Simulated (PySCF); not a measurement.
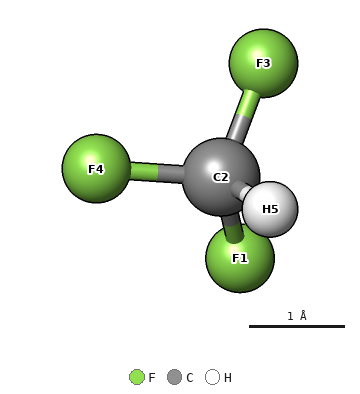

*The structure (ball-and-stick view, seen at a tilt; atoms are numbered from 1 in the order of the input).*

# Single-point calculation of CHF3

The run: single-point calculation of CHF3, SMILES FC(F)F. Method and program: MP2/cc-pVTZ, RHF (PySCF 2.14.0).

The geometry comes from this level: PBE0-D4/def2-TZVP.

**The input (input.py)**
```python
from pyscf import gto, scf, mp

mol = gto.M(
    atom='geometry.xyz',
    charge=0,
    basis='cc-pvtz',
    max_memory=1860,
    spin=0,
    verbose=3,
)

hf = scf.RHF(mol)
hf.conv_tol = 1e-10
hf.kernel()
if not hf.converged:
    hf = hf.newton().run(hf.mo_coeff, hf.mo_occ)

pt = mp.MP2(hf, frozen=4).run()
e_tot = pt.e_tot
print('E(%s) = %.9f' % ('MP2', e_tot))
```

**File geometry.xyz**
```
5
CHF3
F     -0.668650    -0.329700     1.079190
C      0.019500     0.056360     0.006820
F      1.047350    -0.773770    -0.157470
F     -0.772570    -0.035090    -1.059420
H      0.374370     1.082210     0.130870
```

Run on 1 thread of Arm Neoverse V1, 24 GiB of memory available, shared host.

Run as:
```bash
OMP_NUM_THREADS=1 python input.py
```

**The program's output**
```
converged SCF energy = -336.90659884727
E(RMP2) = -337.818952204299  E_corr = -0.912353357028749
E(SCS-RMP2) = -337.794322644474  E_corr = -0.887723797203354
E(MP2) = -337.818952204
```

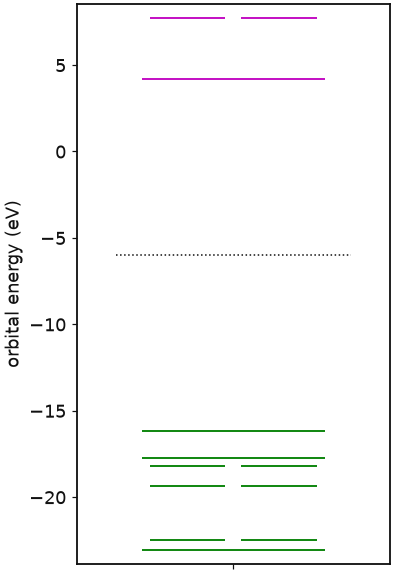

*Orbital energies near the frontier (SCF reference); the dotted line parts filled from empty levels, and levels within 0.02 eV of each other stand side by side.*

Highest filled −16.18 eV, lowest empty 4.19 eV, 20.37 eV apart.

**Key numbers**

| quantity | value |
| --- | --- |
| outcome | converged |
| total energy | −337.818952 hartree |
| SCF energy | −336.906599 hartree |
| correlation energy | −0.912353 hartree |
| basis functions | 134 |
| HOMO of the SCF reference | −16.18 eV |
| LUMO of the SCF reference | 4.19 eV |
| wall time | 6.3 s |
| peak memory | 0.54 GiB |
